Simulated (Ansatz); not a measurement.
CuO

```cif
data_structure
_symmetry_space_group_name_H-M 'P 1'
_symmetry_Int_Tables_number 1
_cell_length_a 2.8173
_cell_length_b 2.8173
_cell_length_c 2.7495
_cell_angle_alpha 90.000
_cell_angle_beta 90.000
_cell_angle_gamma 120.000
_cell_volume 18.90
loop_
_atom_site_label
_atom_site_type_symbol
_atom_site_fract_x
_atom_site_fract_y
_atom_site_fract_z
_atom_site_occupancy
Cu1 Cu 0.00000 0.00000 0.00000 1
O1 O 0.66667 0.33333 0.50000 1
```

Space group P-6m2; a generated structure, not necessarily the stable one; built by placing these elements on a known structure type; computed pressure about 3 GPa in this cell.

These are results of Kohn-Sham DFT of a periodic cell, PBE, Ansatz PAW in Ansatz 0.2.0, not measurements.

In a PAW calculation such maps are meaningful between the atoms, not at the nuclei.

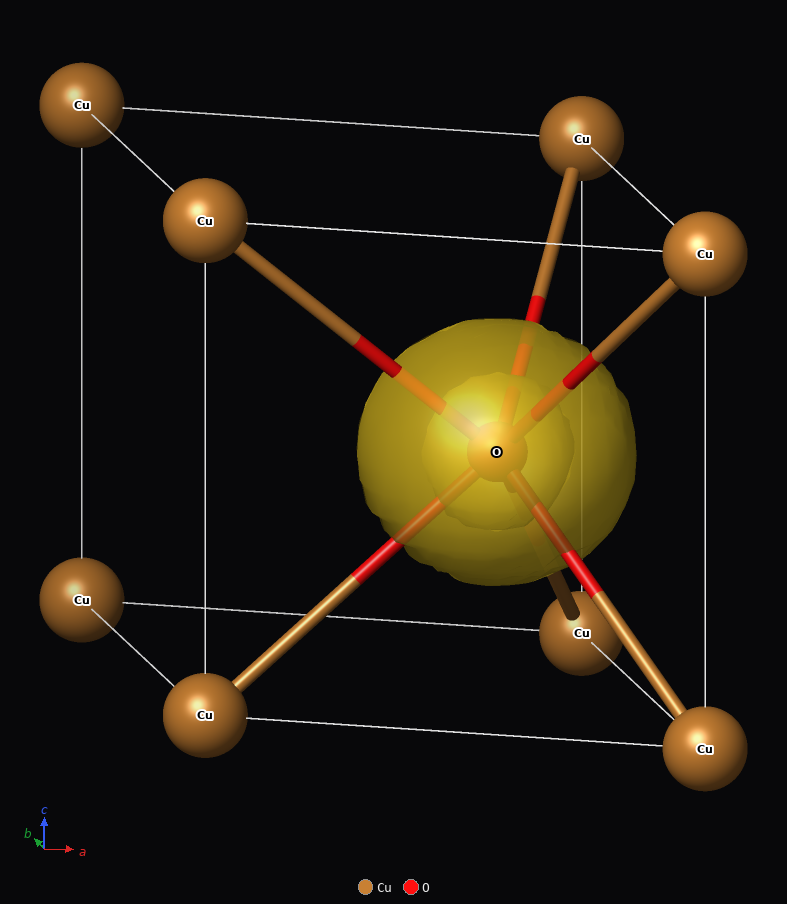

Figure 1. Isosurface of the electron localisation function at 0.75 (yellow), seen slightly off an axis. Core shells and regions of very low density are left out. Sticks mark near contacts.

> Where are the electrons localised?

The surface consists of one region wrapped around O (its valence shell), counted in one cell of 2 atoms. Any copies at cell faces, edges or corners count once.


Cu–O (2.13 Å): the ELF peaks at about 0.80 in the valence shell of O, 0.6 Å from its nucleus, and is about 0.15 at the midpoint: no shared electron pair shows on this line.

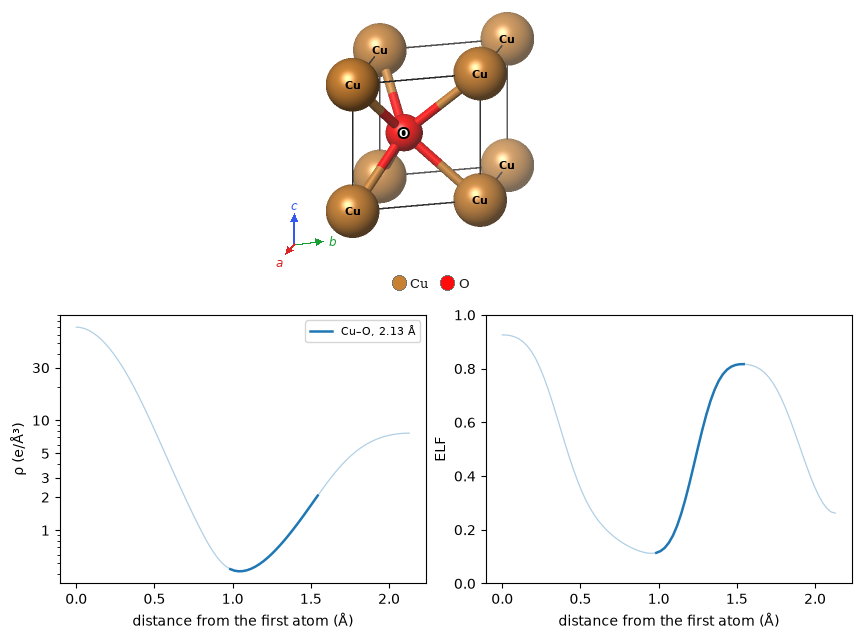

Figure 2. Valence electron density and electron localisation function along straight lines between neighbouring atoms. Thin, pale parts lie inside the atomic spheres. The structure is drawn too.

> What can be read from the curves?

Cu–O (2.13 Å): the density is about 0.43 e/Å³ at the midpoint; the ELF peaks at about 0.80 in the valence shell of O, 0.6 Å from its nucleus, and is about 0.15 at the midpoint (no localised pair shows between them).

> Does the calculation make it a metal, or give it a gap?

It is gapless in this calculation (a metal or semimetal); semilocal functionals without U, or without the true magnetic order, often close the gap of such compounds.
